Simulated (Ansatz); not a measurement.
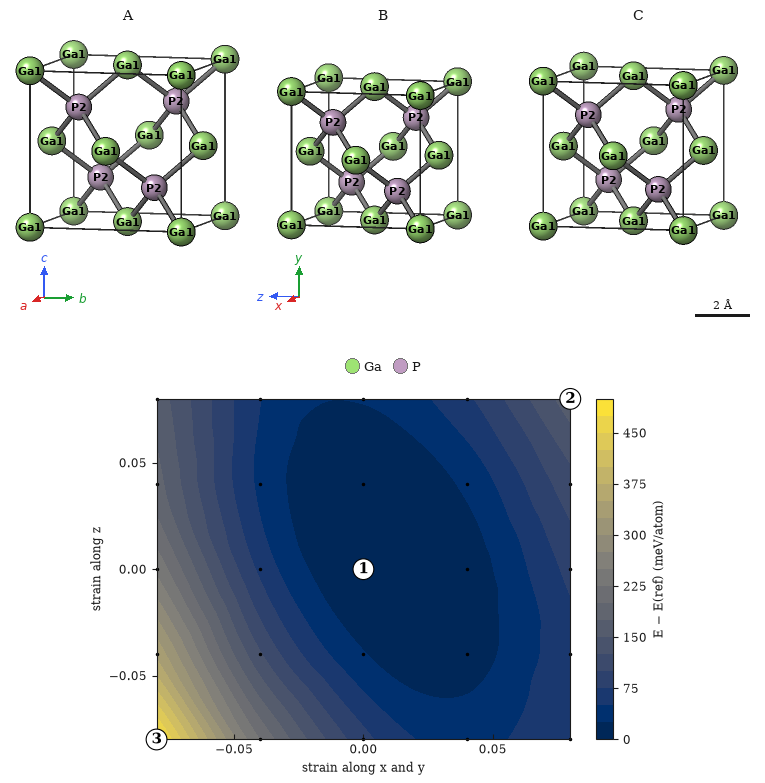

A scan of crystalline GaP (F-43m): the cell is strained equally along x and y and separately along z, with the atoms kept at their fractional coordinates. x, y and z are the Cartesian axes of the input. The map is interpolated between the computed points (dots). The frames are shuffled; each belongs to one numbered point. The picture is a ball-and-stick view of the conventional cell (4 times the calculation's cell), seen slightly off an axis. Lengths and directions refer to the drawn axes.

Level of theory: Ansatz, DFT PBE, scalar-relativistic, plane waves, PAW. Settings: plane-wave cutoff 420 eV; k-point mesh 8 × 8 × 8; occupations gaussian; smearing width 0.05 eV; no spin polarisation. Energies (free energies at the smearing named) are counted from the cell as listed in its source, which wasn't relaxed.

> Which frame belongs to which numbered point?

Point 1 is frame C, at (0.000, 0.000) and 0 meV/atom; 2 is frame A, at (0.080, 0.080) and 164 meV/atom; 3 is frame B, at (−0.080, −0.080) and 491 meV/atom. In pairs of (strain along x and y; strain along z): the lowest computed point lies at (0.000, 0.000) (0 meV/atom), the highest at (−0.080, −0.080) (491 meV/atom). The valley is tilted: raising the in-plane strain is made harder by raising the strain along z (cross term 0.53 of the geometric mean of the two curvatures). Over the ranges scanned the energy rises more along the first axis, the in-plane strain. The pressure runs from −9.6 GPa at (0.080, 0.080) to 39.9 GPa at (−0.080, −0.080).
